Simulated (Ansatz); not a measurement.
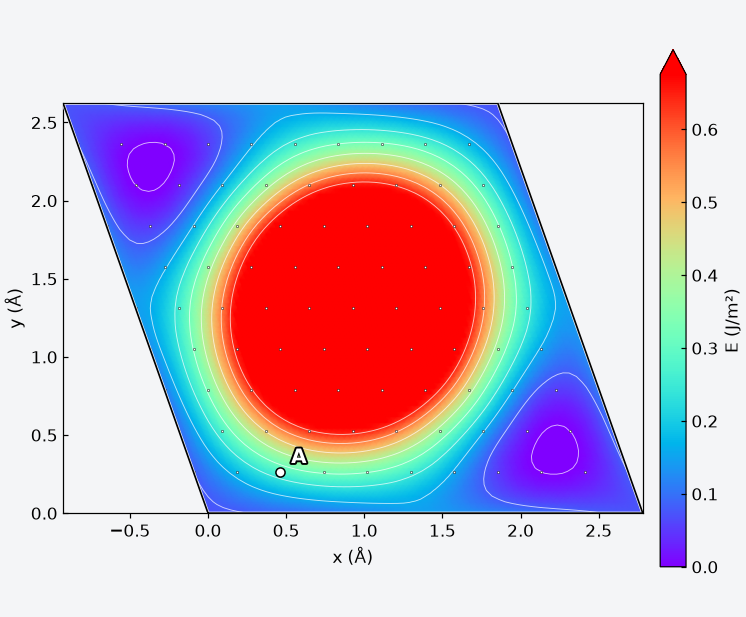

Al (Im-3m, No. 229; 4 atoms in the cell). 
- Gamma surface: rigid slide across a plane, one fault a cell; the plane is (0 1 1) of the conventional cell.
- Places are given modulo a cell vector. The map is drawn in real space over the plane of the slide.
- Nothing is relaxed (rigid halves, spacing across the cut fixed).
- The scan uses a 10 × 10 grid; 31 points were computed and 69 follow by symmetry.
- Energies: J/m², counted from the lowest grid point.
- These are results of DFT PBEsol, scalar-relativistic, plane waves, PAW in Ansatz, not measurements. Settings: cutoff 420 eV, k-mesh 16×16×5 in the order of the run's cell vectors, gaussian smearing 0.15 eV, no spin polarisation.

In the figure: a smooth colour map with a few white contour lines, dots at the grid points, the outline of one cell of the plane, one colour for all values above the top of the scale, the point A. Between grid points the surface is interpolated.

### Which way does the force act at A, and how strong is it?

A, at (2/10, 1/10) of the cell vectors, is not a stationary point. The computed force is 0.43 eV/Å in the plane, pointing down in the picture (components −0.13 and −0.41 eV/Å, for the cell of 7.30 Å², or 0.93 J/m² for each Å).

PAW datasets: the set soft_1.
